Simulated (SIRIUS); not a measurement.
## A series of single points on FeO

System: FeO (Fm-3m, 2 atoms in the cell).
Method: Kohn-Sham DFT of a periodic cell, PBEsol, dojo-sr-pbesol-0.4.1-standard, spin-polarised (SIRIUS 7.12.0).

The 7 runs differ only in the geometry, by an even scaling of the cell at fixed fractional positions. The structure derives from an entry of the Crystallography Open Database.

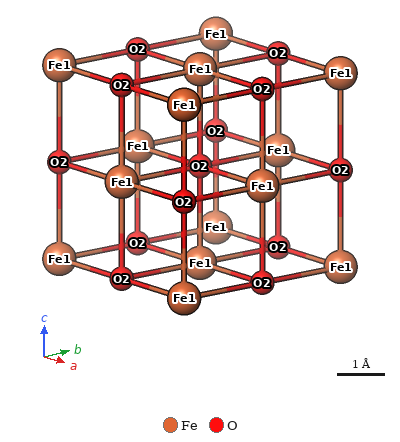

Figure 1. The structure of run 4 (ball-and-stick view of the cell 4 times as large as that of the calculation, set on its symmetry axes, seen at an oblique angle; atoms are numbered from 1 in the order of the input). An atom can appear more than once, as a periodic image.

## Input of run 4
```
{
  "control": {
    "processing_unit": "cpu",
    "verbosity": 2,
    "num_bands_to_print": 19,
    "print_forces": true,
    "print_stress": true
  },
  "parameters": {
    "electronic_structure_method": "pseudopotential",
    "xc_functionals": ["XC_GGA_X_PBE_SOL", "XC_GGA_C_PBE_SOL"],
    "gk_cutoff": 9.5,
    "pw_cutoff": 19.0,
    "ngridk": [11, 11, 11],
    "shiftk": [0, 0, 0],
    "smearing": "fermi_dirac",
    "smearing_width": 0.0018374661,
    "num_bands": 19,
    "num_mag_dims": 1,
    "num_dft_iter": 100,
    "energy_tol": 1e-08,
    "density_tol": 1e-06
  },
  "iterative_solver": {
    "type": "davidson",
    "min_tolerance": 1e-10
  },
  "mixer": {
    "type": "anderson",
    "beta": 0.5,
    "max_history": 8
  },
  "settings": {
    "tol_ne": 1e-10,
    "pseudo_grid_cutoff": 6.5,
    "smooth_initial_mag": true
  },
  "unit_cell": {
    "lattice_vectors": [
      [0.0, 4.073115689018, 4.073115689018],
      [4.073115689018, 0.0, 4.073115689018],
      [4.073115689018, 4.073115689018, 0.0]
    ],
    "atom_coordinate_units": "lattice",
    "atom_types": ["Fe", "O"],
    "atom_files": {
      "O": "O.json",
      "Fe": "Fe.json"
    },
    "atoms": {
      "Fe": [
        [0.0, 0.0, 0.0, 0.0, 0.0, 3.0]
      ],
      "O": [
        [0.5, 0.5, 0.5, 0.0, 0.0, 0.0]
      ]
    }
  }
}
```

Command:
```bash
upf_to_json O.upf
upf_to_json Fe.upf
OMP_NUM_THREADS=4 sirius.scf --input=sirius.json --output=out.json --task=0
```

Run 6 differs from it as follows:
```diff
-      [0.0, 4.073115689018, 4.073115689018],
-      [4.073115689018, 0.0, 4.073115689018],
-      [4.073115689018, 4.073115689018, 0.0]
+      [0.0, 4.126715463188, 4.126715463188],
+      [4.126715463188, 0.0, 4.126715463188],
+      [4.126715463188, 4.126715463188, 0.0]
```

## Results, with one run withheld

```csv
run,volume per atom (Å³),"free energy per atom, from the lowest run given (meV)",pressure (GPa)
1,9.413,0.71,2.78
2,9.613,0.00,−1.69
3,9.813,4.56,−5.66
4,10.013,13.79,−9.19
5,10.214,27.21,−12.35
6,10.414,?,?
7,10.614,64.83,−17.66
```

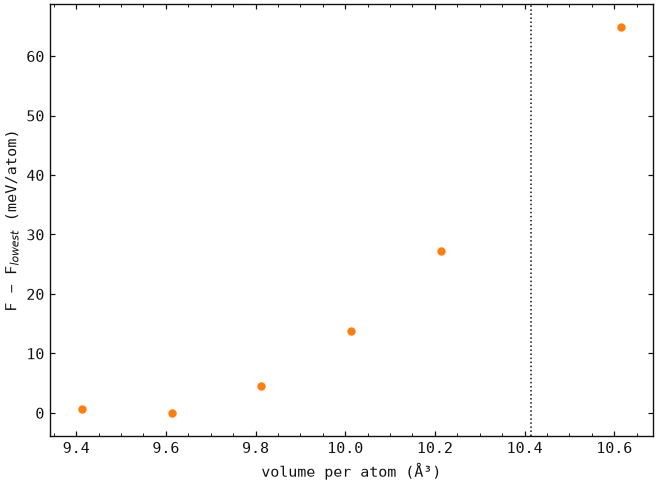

Figure 2. Free energy per atom of the runs given; the dotted line marks run 6.

Estimate the energy of run 6 from the others.

A cubic polynomial in V^(−2/3) (the Birch–Murnaghan form), fitted to the 6 runs given, misses them by at most 0.02 meV per atom. With x = V^(−2/3) − 0.21640 Å⁻², it reads F = 9.5927 − 3335.1 x + 2.7764e+05 x² + 2.4447e+05 x³ (meV per atom). At run 6 it gives 44.36 meV per atom, and the run itself gives 44.36. The slope of the fit gives a pressure −dF/dV of −15.11 GPa there, and the run prints −15.16 GPa. The two needn't agree exactly: the fit is approximate, and the printed stress is taken on a finite basis. The fit has its minimum at 9.537 Å³ per atom, where V d²F/dV² gives 208 GPa: the bulk modulus at this level, since symmetry fixes the shape and the positions.

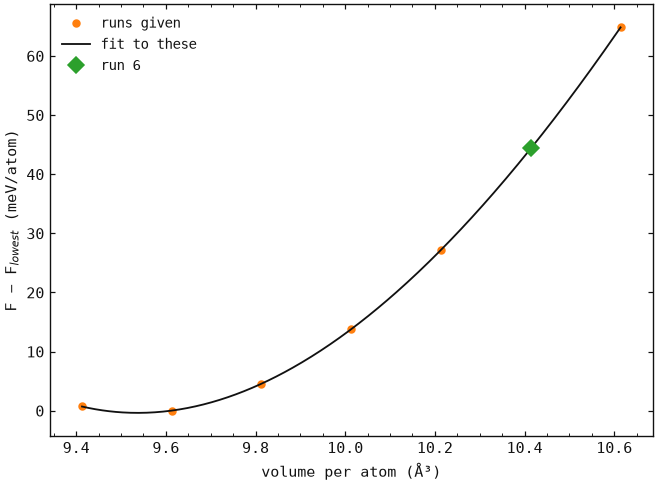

Figure 3. The fit and the withheld run.

## Some lines of the output (run 6)
```
[...]
[find] Total energy                   :    -141.68527743 (Ha),    -283.37055486 (Ry)
[find] Free energy (E-TS)             :    -141.68572251 (Ha),    -283.37144502 (Ry)
[find] Efermi                         :       0.50805087
[find] Total energy                   :    -141.68527738 (Ha),    -283.37055477 (Ry)
[find] Free energy (E-TS)             :    -141.68572253 (Ha),    -283.37144506 (Ry)
[find] Efermi                         :       0.50801794
[find] Total energy                   :    -141.68527741 (Ha),    -283.37055482 (Ry)
[find] Free energy (E-TS)             :    -141.68572253 (Ha),    -283.37144507 (Ry)
[find] Efermi                         :       0.50802592
[find] Total energy                   :    -141.68527740 (Ha),    -283.37055481 (Ry)
[find] Efermi                         :       0.50802520
[find] Total energy                   :    -141.68527741 (Ha),    -283.37055481 (Ry)
[find] Efermi                         :       0.50802605
[find] Efermi                         :       0.50802648
```
